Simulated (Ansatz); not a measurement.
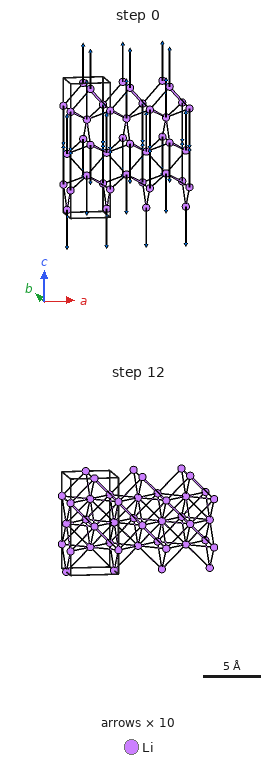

The structure of a crystal of Li (a generated structure, set up in I4_1/amd) before (top) and after (bottom) a relaxation, at one scale. The blue arrows give the displacements (the part carried along by the change of the cell is left out), magnified 10 times.

Style: ball-and-stick. Shown: the conventional cell (2 times the calculation's cell), repeated 3 × 1 × 1 with one cell outlined, slightly off an axis. Lengths and directions refer to the drawn axes.

Computed with Ansatz 0.2.0, DFT PBE, scalar-relativistic, plane waves, PAW. Set-up: plane-wave cutoff 420 eV; k-point mesh 18 × 18 × 18; occupations gaussian; smearing width 0.1 eV; no spin polarisation; cell and atoms relaxed; force threshold 0.01 eV/Å; at most 80 steps.

Q: Summarise the run.

A: The largest moves relative to the cell, 0.36 Å, are those of Li atoms. The drawn cell changes as follows: a = b 3.576 → 4.319 Å (+20.8 %), c 12.102 → 8.665 Å (−28.4 %); the volume changes by +4.4 %. Near-neighbour distances that change, for instance: Li–Li 4.420 → 3.060 Å, Li–Li 3.515 → 3.059 Å, Li–Li 2.690 → 3.058 Å, Li–Li 2.726 → 3.054 Å. New bonds form: Li–Li (4.42 → 3.06 Å). Among the angles between lasting bonds that change: Li–Li–Li 136.2° → 180.0°, Li–Li–Li 80.9° → 60.1°, Li–Li–Li 135.6° → 120.0°. The space group (tolerance 0.01 Å) goes from I4_1/amd (No. 141) to Fm-3m (No. 225). After 10 accepted moves (12 points after the start) the energy has fallen by 129 meV per atom. Largest force component: 0.027 eV/Å at the start, 0.00059 eV/Å at the end. The pressure goes from 1.28 to 0.00 GPa. The SCF was repeated twice at an unchanged geometry on a basis and grid sized afresh for the cell, which shifted the energy by 1.0 meV per atom at most. Cost: 5.5 min on 1 thread of Intel(R) Xeon(R) Processor @ 2.70GHz, on a shared host, peak memory 0.72 GiB.
